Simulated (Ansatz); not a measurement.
## Energy of TaN along a strain of the cell

System: TaN (Amm2, 2 atoms in the cell).
Method: DFT r2SCAN, scalar-relativistic, plane waves, PAW, no spin polarisation (Ansatz 0.2.0).

The 9 runs differ only in the geometry, by a strain of the cell at fixed fractional positions. Against run 5, the strain is εxx = −0.98 η and εyy = η. The structure derives from an entry of the Crystallography Open Database.

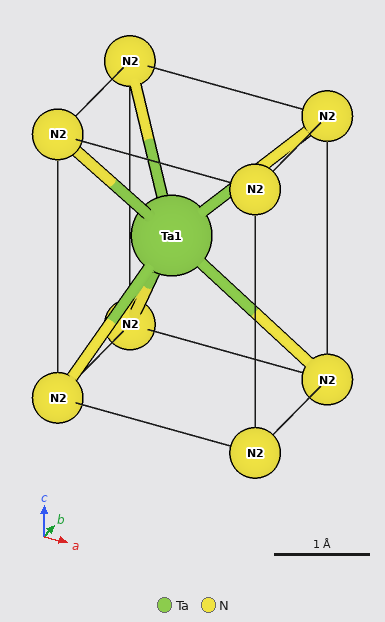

Figure 1. The structure of run 5 (ball-and-stick view of the cell of the calculation, seen slightly off an axis; atoms are numbered from 1 in the order of the input). An atom can appear more than once, as a periodic image.

**Input of run 5**
```yaml
crystal:
  lattice:
    - [2.967378847, 0.0, 0.0]
    - [-1.4836894235, 2.5189378312, 0.0]
    - [0.0, 0.0, 2.883]
  atoms:
    - { symbol: Ta, position: [0.3333333333, 0.6666666667, 0.5] }
    - { symbol: "N", position: [0.0, 0.0, 0.0] }
basis:
  ecutwfc: 500
kpoints:
  mp_grid: { grid: [18, 18, 16] }
hamiltonian:
  xc: r2scan
scf:
  occupations: { method: gaussian, width: 0.15 }
output:
  forces: true
  stress: true
  eigenvalues: true
```

Command:
```bash
ansatz run input.yaml --threads 1 --pin off --max-ram 2560MiB --backend cpu --events-out ev --progress --plain --runs-dir out
```

Run 8 differs from it as follows:
```diff
-    - [2.967378847, 0.0, 0.0]
-    - [-1.4836894235, 2.5189378312, 0.0]
+    - [2.8498588927, 0.0, 0.0]
+    - [-1.4249294463, 2.6207130971, 0.0]
```

**Results, with one run withheld**

| run | strain parameter η (%) | free energy per atom, from the lowest run given (meV) | pressure (GPa) |
| --- | --- | --- | --- |
| 1 | −3.0303 | 47.62 | 1.49 |
| 2 | −2.5253 | 35.68 | 1.09 |
| 3 | −2.0202 | 25.33 | 0.75 |
| 4 | −1.0101 | 9.46 | 0.21 |
| 5 | 0.0000 | 0.00 | −0.13 |
| 6 | 2.0202 | 0.05 | −0.13 |
| 7 | 3.0303 | 9.85 | 0.21 |
| 8 | 4.0404 | ? | ? |
| 9 | 5.0505 | 51.42 | 1.61 |

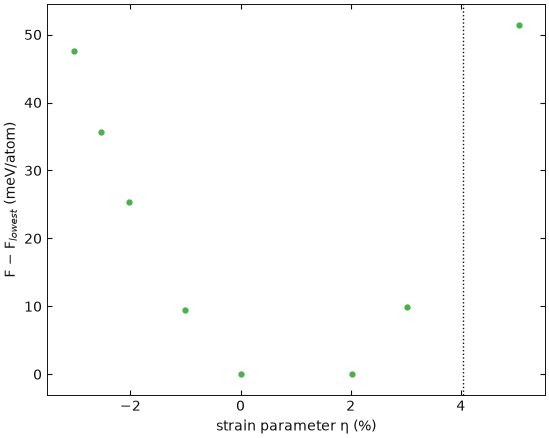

Figure 2. Free energy per atom of the runs given; the dotted line marks run 8.

Estimate the energy of run 8 from the others.

A cubic polynomial in the coordinate, fitted to the 8 runs given, misses them by at most 0.20 meV per atom. With x = η − 0.1894, it reads F = −1.2714 − 5.2443 x + 3.1675 x² + 0.028636 x³ (meV per atom). At run 8 it gives 27.14 meV per atom, and the run itself gives 26.86. The fit has its minimum at η = 1.0081 %.

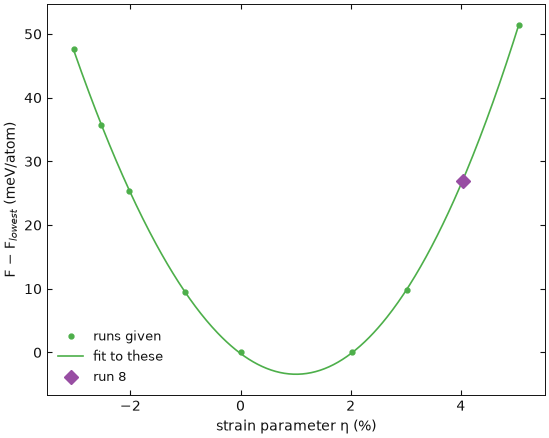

Figure 3. The fit and the withheld run.

**Output, shortened to warnings, some set-up lines, iterations and results (run 8)**
```
Basis set: ecut = 500 eV, 555 PW (Γ), exchange–correlation on 96×96×96 points (64 copies of the dense FFT grid, shifted against one another)
Symmetry: 4 space group operations
k-points: 819 of 5184 (time reversal used)
Initial density: superposition of atomic densities (neutral atoms: chi_scale 0, normalization atom), corrected by the library's trained network
[...]
SCF iter   1: F=—  HF=-10331.641452 eV  |F-HF|=—  |Δ(HF+E_count)|=         —  Δρ=1.12e-2  dr2=9.48e-3  dr2_τ=1.21e-1  ethr=1.77e-3  ⟨swp⟩=5.6  Hψ=56234  notcnv=0
SCF iter   2: F=—  HF=-10331.740782 eV  |F-HF|=—  |Δ(HF+E_count)|=   9.93e-2  Δρ=8.64e-3  dr2=8.69e-3  dr2_τ=6.23e-4  ethr=5.27e-5  ⟨swp⟩=2.0  Hψ=25274  notcnv=0
SCF iter   3: F=—  HF=-10331.744771 eV  |F-HF|=—  |Δ(HF+E_count)|=   3.99e-3  Δρ=4.63e-3  dr2=3.51e-3  dr2_τ=5.14e-4  ethr=4.83e-5  ⟨swp⟩=2.0  Hψ=14677  notcnv=0
SCF iter   4: F=—  HF=-10331.744577 eV  |F-HF|=—  |Δ(HF+E_count)|=   1.94e-4  Δρ=2.58e-3  dr2=1.44e-3  dr2_τ=9.50e-5  ethr=1.95e-5  ⟨swp⟩=1.9  Hψ=13313  notcnv=0
SCF iter   5: F=—  HF=-10331.744373 eV  |F-HF|=—  |Δ(HF+E_count)|=   2.04e-4  Δρ=5.46e-4  dr2=6.18e-5  dr2_τ=4.22e-6  ethr=8.01e-6  ⟨swp⟩=2.3  Hψ=13406  notcnv=0
SCF iter   6: F=—  HF=-10331.744369 eV  |F-HF|=—  |Δ(HF+E_count)|=   4.41e-6  Δρ=3.03e-5  dr2=1.43e-7  dr2_τ=2.72e-8  ethr=3.44e-7  ⟨swp⟩=2.0  Hψ=14407  notcnv=0
SCF iter   7: F=-10331.744369 eV  HF=-10331.744369 eV  |F-HF|=3.27e-9  |Δ(HF+E_count)|=   7.46e-8  Δρ=8.04e-6  dr2=7.01e-9  dr2_τ=1.07e-9  ethr=5.56e-10  ⟨swp⟩=6.1  Hψ=51942  …
SCF 1 converged in 7 iterations: F = -10331.744369 eV  dr2 = 7.01e-9
SCF converged after 7 iterations
Free energy (F): -10331.744369 eV
Harris-Foulkes:  -10331.744369 eV  (|F-HF|=3.27e-9)
Internal energy: -10331.743945 eV  (E = F + TS)
E sigma→0 (E₀):  -10331.744157 eV
Entropy (-TS):   -0.000424 eV (-0.212 meV/atom)
Fermi energy:    20.087158 eV
--- Per-component energies (eV) ---
  E_band       = -67.863013
  E_kinetic    = 501.524352
  E_local      = -604.143928  (includes V_loc(G=0)·N_el)
  E_nonlocal   = 59.502019
  E_hartree    = 204.324798
  E_xc         = -265.867981
  E_vxc        = -308.593635  (∫ρ·V_xc dr)
  E_paw        = -8552.198048  (= ΣΔE_a)
  E_vpaw       = -140.636254  (= ΣTr[D̂ρ^β])
  E_aug_tail   = 0.000086  (compensation charges beyond the density's cutoff)
  E_vtau       = 15.834346  (kinetic-family band-sum trace: ∫τ·v_τ [+ j·A + Jᵃ·Aᵃ] dr)
  E_ewald      = -1674.099398
  E_core_change = -0.785845  (= ΣΔE_core)
  E_smearing   = -0.000424  (= −TS)
  E_closure    = 0.000000  (closes the sum)
  Σ components = -10331.744369   (vs F -10331.744369, Δ=0.00e0)
--- Forces (eV/Å), atoms counted from 1 ---
  atom   1  Ta    -0.00000000    -0.05590198    -0.00000000
  atom   2  N      0.00000000     0.05591998     0.00000000
  max |Σ_I F_I| component: 1.80e-5 eV/Å
--- Stress (GPa, compression-positive) ---
       16.261856      -0.000000      -0.000000
       -0.000000     -14.551867      -0.000000
       -0.000000      -0.000000       0.671628
  P = ⅓ Tr σ = 0.7939 GPa (7.939 kbar)
```

Notes: Spin–orbit coupling is left out, which matters for Ta.
